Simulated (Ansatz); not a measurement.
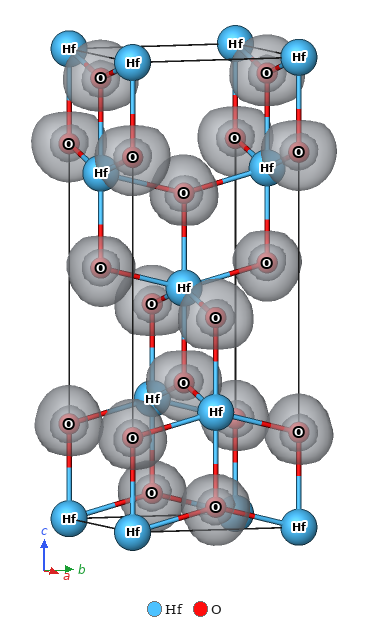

*HfO₂. Isosurface of the ELF at 0.75 (grey), seen at an oblique angle. Core shells and regions of very low density are left out. Sticks mark near contacts.*

Space group I4₁/amd; a structure generated by program, which may or may not match a known phase.

Level of theory: Ansatz, DFT PBE, scalar-relativistic, plane waves, PAW.

Core electrons are frozen (PAW), and the valence fields are smoothed inside the atomic spheres.

```cif
data_structure
_symmetry_space_group_name_H-M 'P 1'
_symmetry_Int_Tables_number 1
_cell_length_a 4.0186
_cell_length_b 4.0186
_cell_length_c 10.6454
_cell_angle_alpha 90.000
_cell_angle_beta 90.000
_cell_angle_gamma 90.000
_cell_volume 171.91
loop_
_atom_site_label
_atom_site_type_symbol
_atom_site_fract_x
_atom_site_fract_y
_atom_site_fract_z
_atom_site_occupancy
Hf1 Hf 0.00000 0.00000 0.00000 1
Hf2 Hf 0.50000 0.50000 0.50000 1
Hf3 Hf 0.00000 0.50000 0.25000 1
Hf4 Hf 0.50000 0.00000 0.75000 1
O1 O 0.00000 0.00000 0.79829 1
O2 O 0.50000 0.50000 0.29829 1
O3 O 0.00000 0.50000 0.45171 1
O4 O 0.50000 0.00000 0.95171 1
O5 O 0.00000 0.50000 0.04829 1
O6 O 0.50000 0.00000 0.54829 1
O7 O 0.00000 0.00000 0.20171 1
O8 O 0.50000 0.50000 0.70171 1
```

Describe the localisation domains.

The surface consists of eight regions wrapped around O (the valence shell of each), counted in one cell of 12 atoms. Regions shared between cells count once. Profiles from the grid: Hf–O (2.07 Å): the ELF peaks at about 0.85 in the valence shell of O, 0.6 Å from its nucleus, and drops to about 0.20 between the two atoms; no localised pair shows between them. Hf–O (2.15 Å): the ELF peaks at about 0.85 in the valence shell of O, 0.6 Å from its nucleus, and drops to about 0.15 between the two atoms; no shared electron pair shows on this line.

Metal or insulator at this level of theory?

It is gapped, with a Kohn–Sham gap of 4.4 eV on the k-point mesh, an upper bound to the gap of this method.
